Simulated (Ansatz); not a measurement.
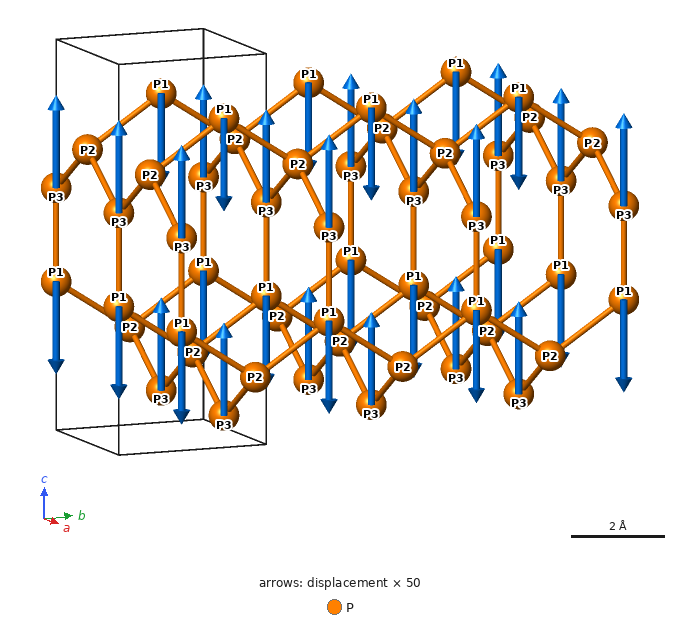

A relaxation of a crystal of P (a generated structure, set up in I-4m2) (coarse preliminary run). The starting structure is drawn; blue arrows show the displacements (the part carried along by the change of the cell is left out), magnified 50 times.

The picture is a ball-and-stick view of the conventional cell (2 times the calculation's cell), repeated 2 × 3 × 1 with one cell outlined, seen slightly off an axis. Lengths and directions refer to the drawn axes.

Theory: DFT PBE, scalar-relativistic, plane waves, PAW in Ansatz 0.2.0. Set-up: plane-wave cutoff 420 eV; k-point mesh 8 × 8 × 8; occupations gaussian; smearing width 0.1 eV; no spin polarisation; cell and atoms relaxed; force threshold 0.04 eV/Å; at most 70 steps.

Question: What did the optimiser do to the structure, and how much energy did it gain?

Answer: The largest moves relative to the cell, 0.041 Å, are those of P1 and P3. P3 goes along +c. Cell: a = b 3.456 → 4.029 Å (+16.6 %), c 8.553 → 8.327 Å (−2.6 %). Volume +32.3 %. Near-neighbour distances that change, for instance: P1–P2 2.054 → 2.267 Å, P1–P3 2.054 → 2.082 Å. Among the angles between lasting bonds that change: P2–P1–P2 114.5° → 125.3°, P2–P1–P3 122.7° → 117.3°, P1–P2–P3 107.0° → 102.2°. The space group stays I-4m2 (No. 119). Over 6 accepted moves (8 points after the start) the energy falls by 361 meV per atom. The largest force component goes from 1.2 to 0.02 eV/Å. Pressure: 24.17 GPa at the start and 0.02 GPa at the end. At 2 points the geometry stayed and the basis and grid were re-selected for the new cell (energy shift of 11.0 meV per atom at most each time).
